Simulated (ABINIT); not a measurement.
Phonon calculation of MnS (part 1 of 4)

The run: phonon calculation of MnS (4 atoms in the cell). Method and program: Kohn-Sham DFT of a periodic cell, LDA, JTH PAW LDA v2.0 (ABINIT 10.8.3).

The structure derives from a Materials Project entry. The run did not end well.

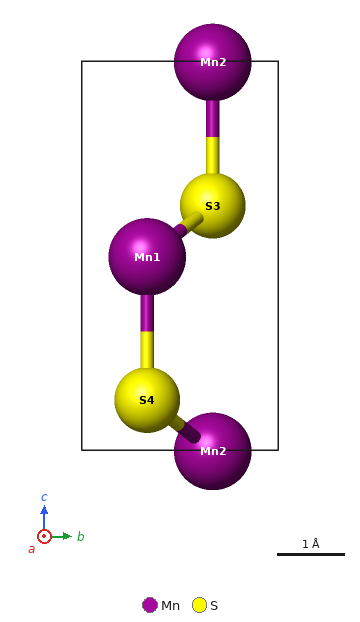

Figure 1. The input geometry (ball-and-stick view of the cell of the calculation, along the a axis; atoms are numbered from 1 in the order of the input). An atom can appear more than once, as a periodic image. Near neighbours in the periodic cell (some may lie outside the picture): Mn has 4 S at 2.11 to 2.14 Å; S has 4 Mn at 2.11 to 2.14 Å.

**Input file**
```
# Datasets
ndtset 2

# Pseudopotentials
pp_dirpath "./"
pseudos "Mn.LDA_PW-JTH.xml, S.LDA_PW-JTH.xml"

# Structure
acell 3*1.0 Angstrom
rprim
     3.4005161700     0.0000000000     0.0000000000
    -1.7002580800     2.9449333900     0.0000000000
     0.0000000000     0.0000000000     5.8264090300
ntypat 2
znucl 25 16
natom 4
typat 1 1 2 2
chkprim 0
chksymtnons 0
tolsym 1.0e-6
xred
            2/3            1/3   0.4964681400
            1/3            2/3   0.9964681400
            1/3            2/3   0.6285308300
            2/3            1/3   0.1285308300

# Plane-wave basis
ecut 26.0
pawecutdg 48.0
ecutsm 0.5

# k points
ngkpt 6 6 4
nshiftk 1
shiftk 0.0 0.0 0.5

# Exchange and correlation
ixc 7

# Bands and occupations
nband 32
occopt 3
tsmear 0.05 eV

# Spin
nsppol 2
spinat
     0.0000000000     0.0000000000     4.0000000000
     0.0000000000     0.0000000000     4.0000000000
     0.0000000000     0.0000000000     0.0000000000
     0.0000000000     0.0000000000     0.0000000000

# SCF cycle
nstep 80

# Output
prteig 0
prtebands 0
prtwf 0
prtden 0
prtpot 0

# Dataset 1: ground state
kptopt1 1
tolvrs1 1.0e-11
prtwf1 1
tolwfr1 1.0e-14
nbdbuf1 4
nline1 6

# Dataset 2: response at q = 0 to atomic displacements
rfphon2 1
rfatpol2 1 4
rfdir2 1 1 1
getwfk2 1
kptopt2 2
nqpt2 1
qpt2 0.0 0.0 0.0
tolvrs2 1.0e-9
```

Run on 4 threads of Intel Xeon (Sapphire Rapids), 192 GiB of memory available, shared host.

Command:
```bash
mpirun --bind-to none -np 4 abinit run.abi > log 2>&1
```

**Output**
```
.Version 10.8.3 of ABINIT
 DATASET    1 : space group P6_3 m c (#186); Bravais hP (primitive hexag.)
================================================================================
 Values of the parameters that define the memory need for DATASET  1.
     intxc =       0    ionmov =       0      iscf =      17    lmnmax =      18
     lnmax =       6     mgfft =      54  mpssoang =       3    mqgrid =    3434
     natom =       4  nloc_mem =       2    nspden =       2   nspinor =       1
    nsppol =       2      nsym =      12    n1xccc =       1    ntypat =       2
    occopt =       3   xclevel =       1
       mpw =        2510          nfft =       48600          nkpt =          14
Pmy_natom=         1
 PAW method is used; the additional fine FFT grid is defined by:
   mgfftf=        72    nfftf =    145800
================================================================================
================================================================================

 DATASET    2 : space group P6_3 m c (#186); Bravais hP (primitive hexag.)
================================================================================
 Values of the parameters that define the memory need for DATASET  2 (RF).
     intxc =       0      iscf =       7    lmnmax =      18     lnmax =       6
     mgfft =      54  mpssoang =       3    mqgrid =    3001     natom =       4
  nloc_mem =       2    nspden =       2   nspinor =       1    nsppol =       2
      nsym =      12    n1xccc =       1    ntypat =       2    occopt =       3
   xclevel =       1
      nfft =       48600          nkpt =          72
Pmy_natom=         1
================================================================================
================================================================================

--------------------------------------------------------------------------------
------------- Echo of variables that govern the present computation ------------
--------------------------------------------------------------------------------
 -outvars: echo values of preprocessed input variables --------
            acell      1.8897261259E+00  1.8897261259E+00  1.8897261259E+00 Bohr
              amu      5.49380500E+01  3.20660000E+01
          chkprim           0
      chksymtnons           0
             ecut      2.60000000E+01 Hartree
           ecutsm      5.00000000E-01 Hartree
           getwfk1          0
           getwfk2          1
             iscf1         17
             iscf2          7
              ixc           7
           jdtset        1    2
                       outvar_i_n : Printing only first  50 k-points.
           kptopt1          1
           kptopt2          2
         kptrlatt        6    0    0      0    6    0      0    0    4
          kptrlen      3.85562655E+01
            natom           4
            nband1         32
            nband2         32
           nbdbuf1          4
           nbdbuf2          2
           ndtset           2
            ngfft          30      30      54
          ngfftdg          45      45      72
             nkpt1         14
             nkpt2         72
            nline1          6
            nline2          4
             nqpt1          0
             nqpt2          1
           nspden           2
           nsppol           2
            nstep          80
             nsym          12
           ntypat           2
                       prtocc : prtvol=0, do not print more k-points.
                       1.000000  1.000000  1.000000  1.000000  1.000000  1.000000
                       1.000000  1.000000  1.000000  1.000000  1.000000  1.000000
                       1.000000  1.000000  1.000000  1.000000  1.000000  1.000000
                       1.000000  1.000000  1.000000  0.000000  0.000000  0.000000
                       0.000000  0.000000  0.000000  0.000000  0.000000  0.000000
                       0.000000  0.000000
                       1.000000  1.000000  1.000000  1.000000  1.000000  1.000000
                       1.000000  1.000000  1.000000  1.000000  1.000000  1.000000
                       1.000000  1.000000  1.000000  1.000000  1.000000  1.000000
                       1.000000  1.000000  1.000000  0.000000  0.000000  0.000000
                       0.000000  0.000000  0.000000  0.000000  0.000000  0.000000
                       0.000000  0.000000
                       1.000000  1.000000  1.000000  1.000000  1.000000  1.000000
                       1.000000  1.000000  1.000000  1.000000  1.000000  1.000000
                       1.000000  1.000000  1.000000  1.000000  1.000000  1.000000
                       1.000000  1.000000  1.000000  0.000000  0.000000  0.000000
                       0.000000  0.000000  0.000000  0.000000  0.000000  0.000000
                       0.000000  0.000000
                       1.000000  1.000000  1.000000  1.000000  1.000000  1.000000
                       1.000000  1.000000  1.000000  1.000000  1.000000  1.000000
                       1.000000  1.000000  1.000000  1.000000  1.000000  1.000000
                       1.000000  1.000000  1.000000  0.000000  0.000000  0.000000
                       0.000000  0.000000  0.000000  0.000000  0.000000  0.000000
                       0.000000  0.000000
                       1.000000  1.000000  1.000000  1.000000  1.000000  1.000000
                       1.000000  1.000000  1.000000  1.000000  1.000000  1.000000
                       1.000000  1.000000  1.000000  1.000000  1.000000  1.000000
                       1.000000  1.000000  1.000000  0.000000  0.000000  0.000000
                       0.000000  0.000000  0.000000  0.000000  0.000000  0.000000
                       0.000000  0.000000
                       1.000000  1.000000  1.000000  1.000000  1.000000  1.000000
                       1.000000  1.000000  1.000000  1.000000  1.000000  1.000000
                       1.000000  1.000000  1.000000  1.000000  1.000000  1.000000
                       1.000000  1.000000  1.000000  0.000000  0.000000  0.000000
                       0.000000  0.000000  0.000000  0.000000  0.000000  0.000000
                       0.000000  0.000000
                       1.000000  1.000000  1.000000  1.000000  1.000000  1.000000
                       1.000000  1.000000  1.000000  1.000000  1.000000  1.000000
                       1.000000  1.000000  1.000000  1.000000  1.000000  1.000000
                       1.000000  1.000000  1.000000  0.000000  0.000000  0.000000
                       0.000000  0.000000  0.000000  0.000000  0.000000  0.000000
                       0.000000  0.000000
                       1.000000  1.000000  1.000000  1.000000  1.000000  1.000000
                       1.000000  1.000000  1.000000  1.000000  1.000000  1.000000
                       1.000000  1.000000  1.000000  1.000000  1.000000  1.000000
                       1.000000  1.000000  1.000000  0.000000  0.000000  0.000000
                       0.000000  0.000000  0.000000  0.000000  0.000000  0.000000
                       0.000000  0.000000
                       1.000000  1.000000  1.000000  1.000000  1.000000  1.000000
                       1.000000  1.000000  1.000000  1.000000  1.000000  1.000000
                       1.000000  1.000000  1.000000  1.000000  1.000000  1.000000
                       1.000000  1.000000  1.000000  0.000000  0.000000  0.000000
                       0.000000  0.000000  0.000000  0.000000  0.000000  0.000000
                       0.000000  0.000000
                       1.000000  1.000000  1.000000  1.000000  1.000000  1.000000
                       1.000000  1.000000  1.000000  1.000000  1.000000  1.000000
                       1.000000  1.000000  1.000000  1.000000  1.000000  1.000000
                       1.000000  1.000000  1.000000  0.000000  0.000000  0.000000
                       0.000000  0.000000  0.000000  0.000000  0.000000  0.000000
                       0.000000  0.000000
                       1.000000  1.000000  1.000000  1.000000  1.000000  1.000000
                       1.000000  1.000000  1.000000  1.000000  1.000000  1.000000
                       1.000000  1.000000  1.000000  1.000000  1.000000  1.000000
                       1.000000  1.000000  1.000000  0.000000  0.000000  0.000000
                       0.000000  0.000000  0.000000  0.000000  0.000000  0.000000
                       0.000000  0.000000
                       1.000000  1.000000  1.000000  1.000000  1.000000  1.000000
                       1.000000  1.000000  1.000000  1.000000  1.000000  1.000000
                       1.000000  1.000000  1.000000  1.000000  1.000000  1.000000
                       1.000000  1.000000  1.000000  0.000000  0.000000  0.000000
                       0.000000  0.000000  0.000000  0.000000  0.000000  0.000000
                       0.000000  0.000000
                       1.000000  1.000000  1.000000  1.000000  1.000000  1.000000
                       1.000000  1.000000  1.000000  1.000000  1.000000  1.000000
                       1.000000  1.000000  1.000000  1.000000  1.000000  1.000000
                       1.000000  1.000000  1.000000  0.000000  0.000000  0.000000
                       0.000000  0.000000  0.000000  0.000000  0.000000  0.000000
                       0.000000  0.000000
                       1.000000  1.000000  1.000000  1.000000  1.000000  1.000000
                       1.000000  1.000000  1.000000  1.000000  1.000000  1.000000
                       1.000000  1.000000  1.000000  1.000000  1.000000  1.000000
                       1.000000  1.000000  1.000000  0.000000  0.000000  0.000000
                       0.000000  0.000000  0.000000  0.000000  0.000000  0.000000
                       0.000000  0.000000
                       1.000000  1.000000  1.000000  1.000000  1.000000  1.000000
                       1.000000  1.000000  1.000000  1.000000  1.000000  1.000000
                       1.000000  1.000000  1.000000  1.000000  1.000000  1.000000
                       1.000000  1.000000  1.000000  0.000000  0.000000  0.000000
                       0.000000  0.000000  0.000000  0.000000  0.000000  0.000000
                       0.000000  0.000000
                       1.000000  1.000000  1.000000  1.000000  1.000000  1.000000
                       1.000000  1.000000  1.000000  1.000000  1.000000  1.000000
                       1.000000  1.000000  1.000000  1.000000  1.000000  1.000000
                       1.000000  1.000000  1.000000  0.000000  0.000000  0.000000
                       0.000000  0.000000  0.000000  0.000000  0.000000  0.000000
                       0.000000  0.000000
                       1.000000  1.000000  1.000000  1.000000  1.000000  1.000000
                       1.000000  1.000000  1.000000  1.000000  1.000000  1.000000
                       1.000000  1.000000  1.000000  1.000000  1.000000  1.000000
                       1.000000  1.000000  1.000000  0.000000  0.000000  0.000000
                       0.000000  0.000000  0.000000  0.000000  0.000000  0.000000
                       0.000000  0.000000
                       1.000000  1.000000  1.000000  1.000000  1.000000  1.000000
                       1.000000  1.000000  1.000000  1.000000  1.000000  1.000000
                       1.000000  1.000000  1.000000  1.000000  1.000000  1.000000
                       1.000000  1.000000  1.000000  0.000000  0.000000  0.000000
                       0.000000  0.000000  0.000000  0.000000  0.000000  0.000000
                       0.000000  0.000000
                       1.000000  1.000000  1.000000  1.000000  1.000000  1.000000
                       1.000000  1.000000  1.000000  1.000000  1.000000  1.000000
                       1.000000  1.000000  1.000000  1.000000  1.000000  1.000000
                       1.000000  1.000000  1.000000  0.000000  0.000000  0.000000
                       0.000000  0.000000  0.000000  0.000000  0.000000  0.000000
                       0.000000  0.000000
                       1.000000  1.000000  1.000000  1.000000  1.000000  1.000000
                       1.000000  1.000000  1.000000  1.000000  1.000000  1.000000
                       1.000000  1.000000  1.000000  1.000000  1.000000  1.000000
                       1.000000  1.000000  1.000000  0.000000  0.000000  0.000000
                       0.000000  0.000000  0.000000  0.000000  0.000000  0.000000
                       0.000000  0.000000
                       1.000000  1.000000  1.000000  1.000000  1.000000  1.000000
                       1.000000  1.000000  1.000000  1.000000  1.000000  1.000000
                       1.000000  1.000000  1.000000  1.000000  1.000000  1.000000
                       1.000000  1.000000  1.000000  0.000000  0.000000  0.000000
                       0.000000  0.000000  0.000000  0.000000  0.000000  0.000000
                       0.000000  0.000000
                       1.000000  1.000000  1.000000  1.000000  1.000000  1.000000
                       1.000000  1.000000  1.000000  1.000000  1.000000  1.000000
                       1.000000  1.000000  1.000000  1.000000  1.000000  1.000000
                       1.000000  1.000000  1.000000  0.000000  0.000000  0.000000
                       0.000000  0.000000  0.000000  0.000000  0.000000  0.000000
                       0.000000  0.000000
                       1.000000  1.000000  1.000000  1.000000  1.000000  1.000000
                       1.000000  1.000000  1.000000  1.000000  1.000000  1.000000
                       1.000000  1.000000  1.000000  1.000000  1.000000  1.000000
                       1.000000  1.000000  1.000000  0.000000  0.000000  0.000000
                       0.000000  0.000000  0.000000  0.000000  0.000000  0.000000
                       0.000000  0.000000
                       1.000000  1.000000  1.000000  1.000000  1.000000  1.000000
                       1.000000  1.000000  1.000000  1.000000  1.000000  1.000000
                       1.000000  1.000000  1.000000  1.000000  1.000000  1.000000
                       1.000000  1.000000  1.000000  0.000000  0.000000  0.000000
                       0.000000  0.000000  0.000000  0.000000  0.000000  0.000000
                       0.000000  0.000000
                       1.000000  1.000000  1.000000  1.000000  1.000000  1.000000
                       1.000000  1.000000  1.000000  1.000000  1.000000  1.000000
                       1.000000  1.000000  1.000000  1.000000  1.000000  1.000000
                       1.000000  1.000000  1.000000  0.000000  0.000000  0.000000
                       0.000000  0.000000  0.000000  0.000000  0.000000  0.000000
                       0.000000  0.000000
                       1.000000  1.000000  1.000000  1.000000  1.000000  1.000000
                       1.000000  1.000000  1.000000  1.000000  1.000000  1.000000
                       1.000000  1.000000  1.000000  1.000000  1.000000  1.000000
                       1.000000  1.000000  1.000000  0.000000  0.000000  0.000000
                       0.000000  0.000000  0.000000  0.000000  0.000000  0.000000
                       0.000000  0.000000
                       1.000000  1.000000  1.000000  1.000000  1.000000  1.000000
                       1.000000  1.000000  1.000000  1.000000  1.000000  1.000000
                       1.000000  1.000000  1.000000  1.000000  1.000000  1.000000
                       1.000000  1.000000  1.000000  0.000000  0.000000  0.000000
                       0.000000  0.000000  0.000000  0.000000  0.000000  0.000000
                       0.000000  0.000000
                       1.000000  1.000000  1.000000  1.000000  1.000000  1.000000
                       1.000000  1.000000  1.000000  1.000000  1.000000  1.000000
                       1.000000  1.000000  1.000000  1.000000  1.000000  1.000000
                       1.000000  1.000000  1.000000  0.000000  0.000000  0.000000
                       0.000000  0.000000  0.000000  0.000000  0.000000  0.000000
                       0.000000  0.000000
                       1.000000  1.000000  1.000000  1.000000  1.000000  1.000000
                       1.000000  1.000000  1.000000  1.000000  1.000000  1.000000
                       1.000000  1.000000  1.000000  1.000000  1.000000  1.000000
                       1.000000  1.000000  1.000000  0.000000  0.000000  0.000000
                       0.000000  0.000000  0.000000  0.000000  0.000000  0.000000
                       0.000000  0.000000
                       1.000000  1.000000  1.000000  1.000000  1.000000  1.000000
                       1.000000  1.000000  1.000000  1.000000  1.000000  1.000000
                       1.000000  1.000000  1.000000  1.000000  1.000000  1.000000
                       1.000000  1.000000  1.000000  0.000000  0.000000  0.000000
                       0.000000  0.000000  0.000000  0.000000  0.000000  0.000000
                       0.000000  0.000000
                       1.000000  1.000000  1.000000  1.000000  1.000000  1.000000
                       1.000000  1.000000  1.000000  1.000000  1.000000  1.000000
                       1.000000  1.000000  1.000000  1.000000  1.000000  1.000000
                       1.000000  1.000000  1.000000  0.000000  0.000000  0.000000
                       0.000000  0.000000  0.000000  0.000000  0.000000  0.000000
                       0.000000  0.000000
                       1.000000  1.000000  1.000000  1.000000  1.000000  1.000000
                       1.000000  1.000000  1.000000  1.000000  1.000000  1.000000
                       1.000000  1.000000  1.000000  1.000000  1.000000  1.000000
                       1.000000  1.000000  1.000000  0.000000  0.000000  0.000000
                       0.000000  0.000000  0.000000  0.000000  0.000000  0.000000
                       0.000000  0.000000
                       1.000000  1.000000  1.000000  1.000000  1.000000  1.000000
                       1.000000  1.000000  1.000000  1.000000  1.000000  1.000000
                       1.000000  1.000000  1.000000  1.000000  1.000000  1.000000
                       1.000000  1.000000  1.000000  0.000000  0.000000  0.000000
                       0.000000  0.000000  0.000000  0.000000  0.000000  0.000000
                       0.000000  0.000000
                       1.000000  1.000000  1.000000  1.000000  1.000000  1.000000
                       1.000000  1.000000  1.000000  1.000000  1.000000  1.000000
```
